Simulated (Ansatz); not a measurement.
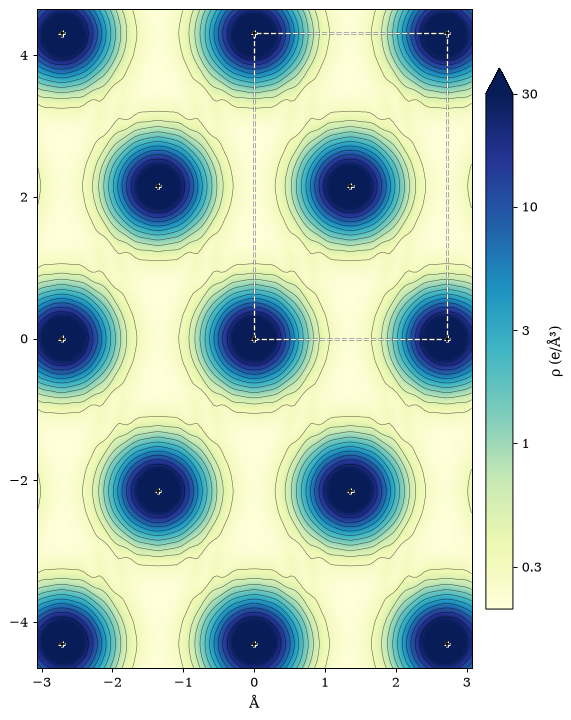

The valence pseudo-density on a plane through atoms (crosses mark nuclei in the plane).

All numbers below come from DFT PBE, scalar-relativistic, plane waves, PAW (Ansatz).

Candidates:
A. HRh12 (slab), a = 5.42 Å, b = 5.42 Å, c = 19.17 Å, α = 90.00°, β = 90.00°, γ = 90.00°. Computed without spin polarisation; PAW files of the earlier set (soft_1).
B. Al, a = 2.85 Å, b = 2.85 Å, c = 9.38 Å, α = 90.00°, β = 90.00°, γ = 120.00°. Space group P6₃/mmc; a structure from a database of computed crystals, not necessarily the ambient phase; PAW files of the earlier set (soft_1).
C. Cu, a = 3.04 Å, b = 3.04 Å, c = 2.72 Å, α = 90.00°, β = 90.00°, γ = 90.00°. Space group I4/mmm; a structure from a database of computed crystals, not necessarily the ambient phase; computed pressure about −6 GPa in this cell; computed without spin polarisation; PAW files of the earlier set (soft_1).

Which candidate gave the map?

Answer. Candidate C: Cu on the (110) plane of the conventional cell, which holds Cu. Cu–Cu (2.55 Å): the density is about 0.26 e/Å³ at the midpoint. Cu–Cu (2.72 Å): ρ is about 0.22 e/Å³ halfway.
